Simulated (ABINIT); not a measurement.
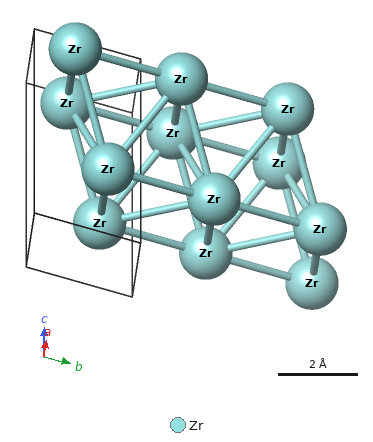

Fig. 1: The starting structure (ball-and-stick view of the cell of the calculation, repeated 2 × 3 × 1, seen at an oblique angle). An atom can appear more than once, as a periodic image. Near neighbours in the periodic cell (some may lie outside the picture): Zr has 12 Zr at 3.18 to 3.23 Å.

## Geometry relaxation, with input and output: Zr (part 1 of 2)

System: Zr (2 atoms in the cell).
Method: Kohn-Sham DFT of a periodic cell, PBE with D2, JTH PAW PBE v2.0, no spin polarisation (ABINIT 10.8.3).

The structure derives from an entry of the Crystallography Open Database.

## The program's output
```
.Version 10.8.3 of ABINIT
 Symmetries : space group P6_3/m m c (#194); Bravais hP (primitive hexag.)
================================================================================
 Values of the parameters that define the memory need of the present run
     intxc =       0    ionmov =       2      iscf =      17    lmnmax =      18
     lnmax =       6     mgfft =      40  mpssoang =       3    mqgrid =    3001
     natom =       2  nloc_mem =       2    nspden =       1   nspinor =       1
    nsppol =       1      nsym =      24    n1xccc =       1    ntypat =       1
    occopt =       3   xclevel =       2
       mpw =        1342          nfft =       29160          nkpt =          36
 PAW method is used; the additional fine FFT grid is defined by:
   mgfftf=        60    nfftf =     77760
================================================================================
================================================================================

--------------------------------------------------------------------------------
------------- Echo of variables that govern the present computation ------------
--------------------------------------------------------------------------------
 -outvars: echo values of preprocessed input variables --------
            acell      6.1075948389E+00  6.1075948389E+00  9.7264203700E+00 Bohr
              amu      9.12240000E+01
          chkprim           0
      chksymtnons           0
          dilatmx      1.08000000E+00
             ecut      1.70000000E+01 Hartree
           ecutsm      5.00000000E-01 Hartree
           ionmov           2
              ixc          11
         kptrlatt        9    0    0      0    9    0      0    0    5
          kptrlen      4.86321019E+01
            natom           2
            nband          16
            ngfft          27      27      40
          ngfftdg          36      36      60
             nkpt          36
            nstep         100
             nsym          24
            ntime          60
           ntypat           1
           occopt           3
          optcell           2
        pawecutdg      3.40000000E+01 Hartree
         pawxcdev           0
           prtden           0
        prtebands           0
           prteig           0
            prtwf           0
            rprim      1.0000000000E+00  0.0000000000E+00  0.0000000000E+00
                      -5.0000000000E-01  8.6602540380E-01  0.0000000000E+00
                       0.0000000000E+00  0.0000000000E+00  1.0000000000E+00
          spgroup         194
           tolmxf      1.00000000E-04
           tolsym      1.00000000E-06
           tolvrs      1.00000000E-09
           tsmear      1.83747000E-03 Hartree
            typat      1  1
           useylm           1
           vdw_xc           5
           xangst      1.6160000000E+00  9.3299803503E-01  3.8602500000E+00
                       5.1375683450E-17  1.8659960701E+00  1.2867500000E+00
            xcart      3.0537974195E+00  1.7631107622E+00  7.2948152775E+00
                       9.7085971252E-17  3.5262215244E+00  2.4316050925E+00
             xred      6.6666666667E-01  3.3333333333E-01  7.5000000000E-01
                       3.3333333333E-01  6.6666666667E-01  2.5000000000E-01
            znucl       40.00000

================================================================================

 chkinp: Checking input parameters for consistency.

================================================================================
== DATASET  1 ==================================================================

--- !DatasetInfo
iteration_state: {dtset: 1, }
dimensions: {natom: 2, nkpt: 36, mband: 16, nsppol: 1, nspinor: 1, nspden: 1, mpw: 1342, }
cutoff_energies: {ecut:  17.0, pawecutdg:  34.0, }
electrons: {nelect:   2.40000000E+01, charge:   0.00000000E+00, occopt:   3.00000000E+00, tsmear:   1.83747000E-03, }
meta: {optdriver: 0, ionmov: 2, optcell: 2, iscf: 17, paral_kgb: 0, }
...

 Exchange-correlation functional for the present dataset will be:
  GGA: Perdew-Burke-Ernzerhof functional - ixc=11
  J.P.Perdew, K.Burke, M.Ernzerhof, PRL 77, 3865 (1996)

 Real(R)+Recip(G) space primitive vectors, cartesian coordinates (Bohr,Bohr^-1):
 R(1)=  6.1075948  0.0000000  0.0000000  G(1)=  0.1637306  0.0945299  0.0000000
 R(2)= -3.0537974  5.2893323  0.0000000  G(2)=  0.0000000  0.1890598  0.0000000
 R(3)=  0.0000000  0.0000000  9.7264204  G(3)=  0.0000000  0.0000000  0.1028127
 Unit cell volume ucvol=  3.1421297E+02 bohr^3
 Angles (23,13,12)=  9.00000000E+01  9.00000000E+01  1.20000000E+02 degrees

 Coarse grid specifications (used for wave-functions):

 getcut: wavevector=  0.0000  0.0000  0.0000  ngfft=  27  27  40
         ecut(hartree)=     19.829   => boxcut(ratio)=   2.05160

 Fine grid specifications (used for densities):

 getcut: wavevector=  0.0000  0.0000  0.0000  ngfft=  36  36  60
         ecut(hartree)=     39.658   => boxcut(ratio)=   2.07924

--- Pseudopotential description ------------------------------------------------
- pspini: atom type   1  psp file is ./Zr.GGA_PBE-JTH.xml
 Pseudopotential format is: paw10
 basis_size (lnmax)=  6 (lmn_size= 18), orbitals=   0   0   1   1   2   2
 Spheres core radius: rc_sph= 2.22030268
 Shapefunction is BESSEL type: shapef(r,l)=aa(1,l)*jl(q(1,l)*r)+aa(2,l)*jl(q(2,l)*r)
 Radius for shape functions =  2.22030268
 Compensation charge density is not taken into account in XC energy/potential

   7.48771845E+02                                ecore*ucvol(ha*bohr**3)
--------------------------------------------------------------------------------

================================================================================

=== [ionmov= 2] Broyden-Fletcher-Goldfarb-Shanno method (forces)
================================================================================

--- Iteration: ( 1/60) Internal Cycle: (1/1)
--------------------------------------------------------------------------------

---SELF-CONSISTENT-FIELD CONVERGENCE--------------------------------------------

--- !BeginCycle
iteration_state: {dtset: 1, itime: 1, icycle: 1, }
solver: {iscf: 17, nstep: 100, nline: 4, wfoptalg: 10, }
tolerances: {tolvrs: 1.00E-09, }
...

     iter   Etot(hartree)      deltaE(h)  residm     nres2
 ETOT  1  -94.857668304206    -9.486E+01 5.510E-01 6.726E+00
 ETOT  2  -95.067733232308    -2.101E-01 2.209E-02 1.489E+00
 ETOT  3  -95.067388092255     3.451E-04 1.950E-03 4.250E-01
 ETOT  4  -95.067294183974     9.391E-05 2.481E-03 1.179E-03
 ETOT  5  -95.067297588146    -3.404E-06 1.987E-03 1.344E-04
 ETOT  6  -95.067297661581    -7.344E-08 9.336E-04 2.213E-06
 ETOT  7  -95.067297660858     7.228E-10 1.172E-03 4.908E-07
 ETOT  8  -95.067297661095    -2.368E-10 2.003E-04 1.218E-07
 ETOT  9  -95.067297661049     4.643E-11 5.194E-04 5.959E-09
 ETOT 10  -95.067297661048     2.558E-13 1.540E-04 9.427E-11

 At SCF step   10       nres2   =  9.43E-11 < tolvrs=  1.00E-09 =>converged.

 Cartesian components of stress tensor (hartree/bohr^3)
  sigma(1 1)= -9.02982674E-05  sigma(3 2)=  0.00000000E+00
  sigma(2 2)= -9.02982676E-05  sigma(3 1)=  0.00000000E+00
  sigma(3 3)= -1.30599601E-04  sigma(2 1)=  0.00000000E+00

--- !ResultsGS
iteration_state: {dtset: 1, itime: 1, icycle: 1, }
comment   : Summary of ground state results
lattice_vectors:
- [  6.1075948,   0.0000000,   0.0000000, ]
- [ -3.0537974,   5.2893323,   0.0000000, ]
- [  0.0000000,   0.0000000,   9.7264204, ]
lattice_lengths: [   6.10759,    6.10759,    9.72642, ]
lattice_angles: [ 90.000,  90.000, 120.000, ] # degrees, (23, 13, 12)
lattice_volume:   3.1421297E+02
convergence: {deltae:  2.558E-13, res2:  9.427E-11, residm:  1.540E-04, diffor: null, }
etotal    :  -9.50672977E+01
entropy   :   0.00000000E+00
fermie    :   4.10237062E-01
cartesian_stress_tensor: # hartree/bohr^3
- [ -9.02982674E-05,   0.00000000E+00,   0.00000000E+00, ]
- [  0.00000000E+00,  -9.02982676E-05,   0.00000000E+00, ]
- [  0.00000000E+00,   0.00000000E+00,  -1.30599601E-04, ]
pressure_GPa:   3.0519E+00
xred      :
- [  6.6667E-01,   3.3333E-01,   7.5000E-01, Zr]
- [  3.3333E-01,   6.6667E-01,   2.5000E-01, Zr]
cartesian_forces: # hartree/bohr
- [ -6.61302516E-29,   1.27267729E-29,  -0.00000000E+00, ]
- [  6.61302516E-29,  -1.27267729E-29,  -0.00000000E+00, ]
force_length_stats: {min:   6.73437519E-29, max:   6.73437519E-29, mean:   6.73437519E-29, }
...

 Integrated electronic density in atomic spheres:
 ------------------------------------------------
 Atom  Sphere_radius  Integrated_density
    1        2.22030          9.02942483
    2        2.22030          9.02942483

---OUTPUT-----------------------------------------------------------------------

 Cartesian coordinates (xcart) [bohr]
  3.05379741946697E+00  1.76311076221152E+00  7.29481527753552E+00
  9.70859712523963E-17  3.52622152442305E+00  2.43160509251184E+00
 Reduced coordinates (xred)
  6.66666666666666E-01  3.33333333333333E-01  7.50000000000000E-01
  3.33333333333333E-01  6.66666666666666E-01  2.50000000000000E-01
 Cartesian forces (fcart) [Ha/bohr]; max,rms= 6.61303E-29 3.88809E-29 (free atoms)
 -6.61302516169616E-29  1.27267728573148E-29 -0.00000000000000E+00
  6.61302516169616E-29 -1.27267728573148E-29 -0.00000000000000E+00
 Gradient of E wrt nuclear positions in reduced coordinates (gred)
  4.03896783473158E-28 -2.69264522315439E-28 -0.00000000000000E+00
 -4.03896783473158E-28  2.69264522315439E-28 -0.00000000000000E+00
 Scale of Primitive Cell (acell) [bohr]
  6.10759483893395E+00  6.10759483893395E+00  9.72642037004736E+00
 Real space primitive translations (rprimd) [bohr]
  6.10759483893395E+00  0.00000000000000E+00  0.00000000000000E+00
 -3.05379741946698E+00  5.28933228663457E+00  0.00000000000000E+00
  0.00000000000000E+00  0.00000000000000E+00  9.72642037004736E+00
 Unitary Cell Volume (ucvol) [Bohr^3]=  3.14212968838758E+02
 Angles (23,13,12)= [degrees]
  9.00000000000000E+01  9.00000000000000E+01  1.19999999999554E+02
 Lengths [Bohr]
  6.10759483893395E+00  6.10759483901626E+00  9.72642037004736E+00
 Stress tensor in cartesian coordinates (strten) [Ha/bohr^3]
 -9.02982673692924E-05  0.00000000000000E+00  0.00000000000000E+00
  0.00000000000000E+00 -9.02982676385987E-05  0.00000000000000E+00
  0.00000000000000E+00  0.00000000000000E+00 -1.30599600953849E-04
 Total energy (etotal) [Ha]= -9.50672976610483E+01

--- Iteration: ( 2/60) Internal Cycle: (1/1)
--------------------------------------------------------------------------------

---SELF-CONSISTENT-FIELD CONVERGENCE--------------------------------------------

--- !BeginCycle
iteration_state: {dtset: 1, itime: 2, icycle: 1, }
solver: {iscf: 17, nstep: 100, nline: 4, wfoptalg: 10, }
tolerances: {tolvrs: 1.00E-09, }
...

     iter   Etot(hartree)      deltaE(h)  residm     nres2
 ETOT  1  -95.068131577384    -9.507E+01 2.411E-04 1.445E-01
 ETOT  2  -95.067557649353     5.739E-04 2.757E-04 5.585E-03
 ETOT  3  -95.067562764976    -5.116E-06 5.363E-05 8.907E-04
 ETOT  4  -95.067563766673    -1.002E-06 1.887E-04 3.917E-06
 ETOT  5  -95.067563773638    -6.965E-09 3.485E-05 1.720E-07
 ETOT  6  -95.067563774346    -7.082E-10 1.166E-04 2.081E-08
 ETOT  7  -95.067563774360    -1.451E-11 2.060E-05 2.412E-09
 ETOT  8  -95.067563774360     3.268E-13 6.724E-05 1.028E-11

 At SCF step    8       nres2   =  1.03E-11 < tolvrs=  1.00E-09 =>converged.

 Cartesian components of stress tensor (hartree/bohr^3)
  sigma(1 1)= -5.84639487E-05  sigma(3 2)=  0.00000000E+00
  sigma(2 2)= -5.84639490E-05  sigma(3 1)=  0.00000000E+00
  sigma(3 3)= -9.35542521E-05  sigma(2 1)=  0.00000000E+00

--- !ResultsGS
iteration_state: {dtset: 1, itime: 2, icycle: 1, }
comment   : Summary of ground state results
lattice_vectors:
- [  6.1241400,   0.0000000,   0.0000000, ]
- [ -3.0620700,   5.3036608,   0.0000000, ]
- [  0.0000000,   0.0000000,   9.7645284, ]
lattice_lengths: [   6.12414,    6.12414,    9.76453, ]
lattice_angles: [ 90.000,  90.000, 120.000, ] # degrees, (23, 13, 12)
lattice_volume:   3.1715541E+02
convergence: {deltae:  3.268E-13, res2:  1.028E-11, residm:  6.724E-05, diffor: null, }
etotal    :  -9.50675638E+01
entropy   :   0.00000000E+00
fermie    :   4.05625380E-01
cartesian_stress_tensor: # hartree/bohr^3
- [ -5.84639487E-05,   0.00000000E+00,   0.00000000E+00, ]
- [  0.00000000E+00,  -5.84639490E-05,   0.00000000E+00, ]
- [  0.00000000E+00,   0.00000000E+00,  -9.35542521E-05, ]
pressure_GPa:   2.0642E+00
xred      :
- [  6.6667E-01,   3.3333E-01,   7.5000E-01, Zr]
- [  3.3333E-01,   6.6667E-01,   2.5000E-01, Zr]
cartesian_forces: # hartree/bohr
- [  0.00000000E+00,   0.00000000E+00,  -0.00000000E+00, ]
- [  0.00000000E+00,   0.00000000E+00,  -0.00000000E+00, ]
force_length_stats: {min:   0.00000000E+00, max:   0.00000000E+00, mean:   0.00000000E+00, }
...

 Integrated electronic density in atomic spheres:
 ------------------------------------------------
 Atom  Sphere_radius  Integrated_density
    1        2.22030          9.00778398
    2        2.22030          9.00778398

---OUTPUT-----------------------------------------------------------------------

 Cartesian coordinates (xcart) [bohr]
  3.06206999795555E+00  1.76788693762888E+00  7.32339627646386E+00
 -5.30867936901996E-17  3.53577387525776E+00  2.44113209215462E+00
 Reduced coordinates (xred)
  6.66666666666666E-01  3.33333333333333E-01  7.50000000000000E-01
  3.33333333333333E-01  6.66666666666666E-01  2.50000000000000E-01
 Cartesian forces (fcart) [Ha/bohr]; max,rms= 0.00000E+00 0.00000E+00 (free atoms)
  0.00000000000000E+00  0.00000000000000E+00 -0.00000000000000E+00
  0.00000000000000E+00  0.00000000000000E+00 -0.00000000000000E+00
 Gradient of E wrt nuclear positions in reduced coordinates (gred)
  0.00000000000000E+00  0.00000000000000E+00 -0.00000000000000E+00
  0.00000000000000E+00  0.00000000000000E+00 -0.00000000000000E+00
 Scale of Primitive Cell (acell) [bohr]
  6.12413999591110E+00  6.12413999599364E+00  9.76452836861848E+00
 Real space primitive translations (rprimd) [bohr]
  6.12413999591110E+00  0.00000000000000E+00  0.00000000000000E+00
 -3.06206999795555E+00  5.30366081288664E+00  0.00000000000000E+00
  0.00000000000000E+00  0.00000000000000E+00  9.76452836861848E+00
 Unitary Cell Volume (ucvol) [Bohr^3]=  3.17155409424176E+02
 Angles (23,13,12)= [degrees]
  9.00000000000000E+01  9.00000000000000E+01  1.19999999999554E+02
 Lengths [Bohr]
  6.12413999591110E+00  6.12413999599364E+00  9.76452836861848E+00
 Stress tensor in cartesian coordinates (strten) [Ha/bohr^3]
 -5.84639487237731E-05  0.00000000000000E+00  0.00000000000000E+00
  0.00000000000000E+00 -5.84639489891892E-05  0.00000000000000E+00
  0.00000000000000E+00  0.00000000000000E+00 -9.35542521434459E-05
 Total energy (etotal) [Ha]= -9.50675637743600E+01

 Difference of energy with previous step (new-old):
           Absolute (Ha)=-2.66113E-04
           Relative     =-2.79921E-06

--- Iteration: ( 3/60) Internal Cycle: (1/1)
--------------------------------------------------------------------------------

---SELF-CONSISTENT-FIELD CONVERGENCE--------------------------------------------

--- !BeginCycle
iteration_state: {dtset: 1, itime: 3, icycle: 1, }
solver: {iscf: 17, nstep: 100, nline: 4, wfoptalg: 10, }
tolerances: {tolvrs: 1.00E-09, }
...

     iter   Etot(hartree)      deltaE(h)  residm     nres2
 ETOT  1  -95.070669346325    -9.507E+01 5.453E-05 6.945E-01
 ETOT  2  -95.067777463605     2.892E-03 3.353E-05 2.720E-02
 ETOT  3  -95.067800479605    -2.302E-05 6.326E-06 4.339E-03
 ETOT  4  -95.067805397819    -4.918E-06 1.400E-05 2.080E-05
 ETOT  5  -95.067805423166    -2.535E-08 6.811E-06 9.023E-07
 ETOT  6  -95.067805426835    -3.669E-09 1.143E-05 1.161E-07
 ETOT  7  -95.067805426892    -5.733E-11 6.208E-06 1.353E-08
 ETOT  8  -95.067805426893    -4.974E-13 1.127E-05 6.418E-11

 At SCF step    8       nres2   =  6.42E-11 < tolvrs=  1.00E-09 =>converged.

 Cartesian components of stress tensor (hartree/bohr^3)
  sigma(1 1)=  8.93823258E-06  sigma(3 2)=  0.00000000E+00
  sigma(2 2)=  8.93823233E-06  sigma(3 1)=  0.00000000E+00
  sigma(3 3)= -1.11947474E-05  sigma(2 1)=  0.00000000E+00

--- !ResultsGS
iteration_state: {dtset: 1, itime: 3, icycle: 1, }
comment   : Summary of ground state results
lattice_vectors:
- [  6.1591210,   0.0000000,   0.0000000, ]
- [ -3.0795605,   5.3339552,   0.0000000, ]
- [  0.0000000,   0.0000000,   9.8536214, ]
lattice_lengths: [   6.15912,    6.15912,    9.85362, ]
lattice_angles: [ 90.000,  90.000, 120.000, ] # degrees, (23, 13, 12)
lattice_volume:   3.2371586E+02
convergence: {deltae: -4.974E-13, res2:  6.418E-11, residm:  1.127E-05, diffor: null, }
etotal    :  -9.50678054E+01
entropy   :   0.00000000E+00
fermie    :   3.95600482E-01
cartesian_stress_tensor: # hartree/bohr^3
- [  8.93823258E-06,   0.00000000E+00,   0.00000000E+00, ]
- [  0.00000000E+00,   8.93823233E-06,   0.00000000E+00, ]
- [  0.00000000E+00,   0.00000000E+00,  -1.11947474E-05, ]
pressure_GPa:  -6.5528E-02
xred      :
- [  6.6667E-01,   3.3333E-01,   7.5000E-01, Zr]
- [  3.3333E-01,   6.6667E-01,   2.5000E-01, Zr]
cartesian_forces: # hartree/bohr
- [ -2.18590057E-29,  -1.26203028E-29,  -0.00000000E+00, ]
- [  2.18590057E-29,   1.26203028E-29,  -0.00000000E+00, ]
force_length_stats: {min:   2.52406057E-29, max:   2.52406057E-29, mean:   2.52406057E-29, }
...

 Integrated electronic density in atomic spheres:
```
